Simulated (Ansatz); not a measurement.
# A series of single points on O

System: O (C2/m, 2 atoms in the cell).
Method: Kohn-Sham DFT of a periodic cell, PBEsol, all-electron LAPW, scalar-relativistic, no spin polarisation (Ansatz 0.2.0).

The 7 runs differ only in the geometry, by an even scaling of the cell at fixed fractional positions. The structure derives from a Materials Project entry.

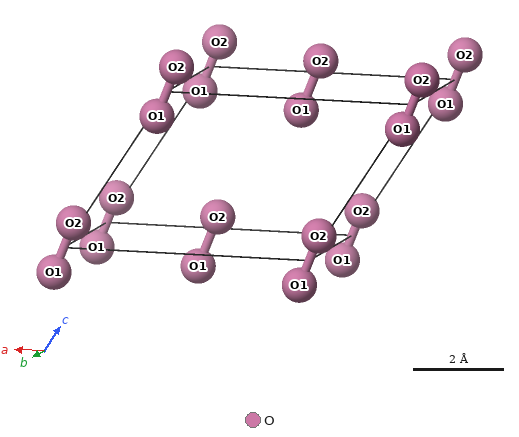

Figure 1. The structure of run 4 (ball-and-stick view of the cell 2 times as large as that of the calculation, set on its symmetry axes, seen at an oblique angle; atoms are numbered from 1 in the order of the input). An atom can appear more than once, as a periodic image.

**Input of run 4**
```yaml
crystal:
  lattice:
    - [2.8514028533, -1.66241594, 0.0]
    - [2.8514028533, 1.66241594, 0.0]
    - [-2.3944914034, 0.0, 3.6470501824]
  atoms:
    - { symbol: O, position: [0.97454617, 0.97454617, 0.84442598] }
    - { symbol: O, position: [0.02545383, 0.02545383, 0.15557402] }
kpoints:
  mp_grid: { grid: [10, 10, 7] }
scf:
  occupations: { method: fermi_dirac, width: 0.05 }
hamiltonian:
  xc: pbesol
  pseudopotentials: { kind: all_electron, lapw: { basis_error: 0.0005 } }
output:
  forces: true
  stress: true
  eigenvalues: true
```

Command:
```bash
ansatz run input.yaml --threads 1 --pin off --max-ram 3072MiB --backend cpu --events-out ev --progress --plain --runs-dir out
```

Run 2 differs from it as follows:
```diff
-    - [2.8514028533, -1.66241594, 0.0]
-    - [2.8514028533, 1.66241594, 0.0]
-    - [-2.3944914034, 0.0, 3.6470501824]
+    - [2.8128656582, -1.6399481055, 0.0]
+    - [2.8128656582, 1.6399481055, 0.0]
+    - [-2.3621294444, 0.0, 3.5977596782]
```

**Results, with one run withheld**

```csv
run,volume per atom (Å³),"free energy per atom, from the lowest run given (meV)",pressure (GPa)
1,16.251,0.00,−0.28
2,16.596,?,?
3,16.942,6.40,−2.60
4,17.288,13.10,−3.59
5,17.634,21.82,−4.48
6,17.979,32.35,−5.27
7,18.325,44.51,−5.99
```

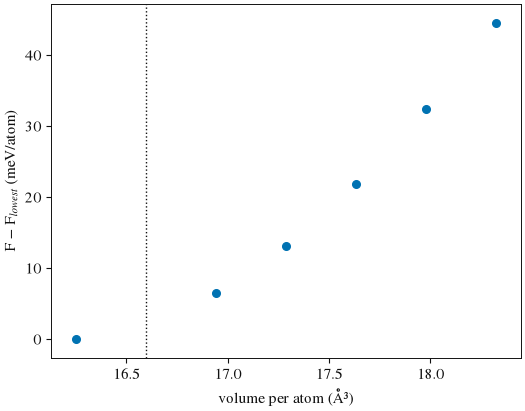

Figure 2. Free energy per atom of the runs given; the dotted line marks run 2.

Estimate the energy of run 2 from the others.

A cubic polynomial in V^(−2/3) (the Birch–Murnaghan form), fitted to the 6 runs given, misses them by at most 0.01 meV per atom. With x = V^(−2/3) − 0.14904 Å⁻², it reads F = 15.229 − 4186.2 x + 2.8614e+05 x² + 43047 x³ (meV per atom). At run 2 it gives 1.94 meV per atom, and the run itself gives 1.95. The slope of the fit gives a pressure −dF/dV of −1.50 GPa there, and the run prints −1.50 GPa. The fit has no minimum inside this range.

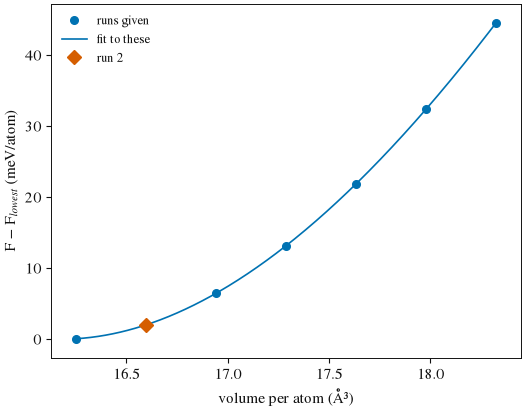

Figure 3. The fit and the withheld run.

**Output, shortened to warnings, some set-up lines, iterations and results (run 2)**
```
Basis set: ecut = 965.5387088962242 eV, 2267 PW (Γ), exchange–correlation at level 2
Symmetry: 4 space group operations
k-points: 196 of 700
Initial density: superposition of atomic densities (chi_scale 0.1, normalization cell)
[...]
SCF iter   1: F=—  HF=-4077.933696 eV  |F-HF|=—  |Δ(HF+E_count)|=         —  Δρ=4.84e-2  dr2=4.03e-1  ethr=2.54e-3  ⟨swp⟩=2.1  Hψ=15002  notcnv=0
SCF iter   2: F=—  HF=-4077.675548 eV  |F-HF|=—  |Δ(HF+E_count)|=   2.58e-1  Δρ=3.38e-2  dr2=1.17e-1  ethr=2.52e-3  ⟨swp⟩=3.0  Hψ=7840  notcnv=0
SCF iter   3: F=—  HF=-4077.678331 eV  |F-HF|=—  |Δ(HF+E_count)|=   2.78e-3  Δρ=1.41e-2  dr2=1.64e-2  ethr=7.31e-4  ⟨swp⟩=3.0  Hψ=7624  notcnv=0
SCF iter   4: F=—  HF=-4077.714265 eV  |F-HF|=—  |Δ(HF+E_count)|=         —  Δρ=5.94e-3  dr2=4.91e-3  ethr=1.03e-4  ⟨swp⟩=3.0  Hψ=6076  notcnv=0
SCF iter   5: F=—  HF=-4077.715824 eV  |F-HF|=—  |Δ(HF+E_count)|=   1.56e-3  Δρ=3.14e-3  dr2=1.17e-3  ethr=3.07e-5  ⟨swp⟩=3.0  Hψ=6391  notcnv=0
SCF iter   6: F=—  HF=-4077.716836 eV  |F-HF|=—  |Δ(HF+E_count)|=   1.01e-3  Δρ=5.93e-4  dr2=9.84e-5  ethr=6.31e-7  ⟨swp⟩=2.0  Hψ=10874  notcnv=0
SCF iter   7: F=—  HF=-4077.716901 eV  |F-HF|=—  |Δ(HF+E_count)|=   6.52e-5  Δρ=1.24e-4  dr2=5.57e-6  ethr=6.15e-7  ⟨swp⟩=3.0  Hψ=6534  notcnv=0
SCF iter   8: F=—  HF=-4077.716904 eV  |F-HF|=—  |Δ(HF+E_count)|=   2.35e-6  Δρ=1.84e-5  dr2=1.40e-7  ethr=3.48e-8  ⟨swp⟩=3.0  Hψ=6664  notcnv=0
SCF iter   9: F=-4077.716904 eV  HF=-4077.716904 eV  |F-HF|=3.19e-9  |Δ(HF+E_count)|=   1.41e-7  Δρ=3.04e-6  dr2=2.66e-9  ethr=8.78e-10  ⟨swp⟩=3.3  Hψ=6702  notcnv=0
SCF 1 converged in 9 iterations: F = -4077.716904 eV  dr2 = 2.66e-9
SCF converged after 9 iterations
Free energy (F): -4077.716904 eV
Harris-Foulkes:  -4077.716904 eV  (|F-HF|=3.19e-9)
Internal energy: -4077.668540 eV  (E = F + TS)
E sigma→0 (E₀):  -4077.692722 eV
Entropy (-TS):   -0.048364 eV (-24.182 meV/atom)
Fermi energy:    -0.067580 eV
--- Per-component energies (eV) ---
  E_band       = -2154.480149
  E_kinetic    = 4068.818555
  E_xc         = -444.242863
  E_electrostatic = -7702.244231  (all electrons and nuclei)
  E_smearing   = -0.048364  (= −TS)
  E_closure    = 0.000000  (closes the sum)
  E_atoms      = -4068.039166  (free atoms, spherical and without spin; not in F)
  Σ components = -4077.716904   (vs F -4077.716904, Δ=0.00e0)
  Basis errors (estimates in eV, not in F): energy 3.2e-4 per atom: plane waves 3.0e-4 (1.9e-4 summed), levels above the bands 1.2e-110, relativity 2.2e-8, radial functions 1.8e-5, core shells 0.0e0; eigenvalues (radial functions only) 6.7e-7; not estimated: angular momenta, meshes, grids; target …
--- Forces (eV/Å), atoms counted from 1 ---
  atom   1  O     -0.01494921     0.00000000    -0.43599309
  atom   2  O      0.01494921    -0.00000000     0.43599309
  max |Σ_I F_I| component: 0.00e0 eV/Å
--- Stress (GPa, compression-positive) ---
        0.086841       0.000000       0.102244
        0.000000      -3.958184      -0.000000
        0.102244      -0.000000      -0.643529
  P = ⅓ Tr σ = -1.5050 GPa (-15.050 kbar)
```
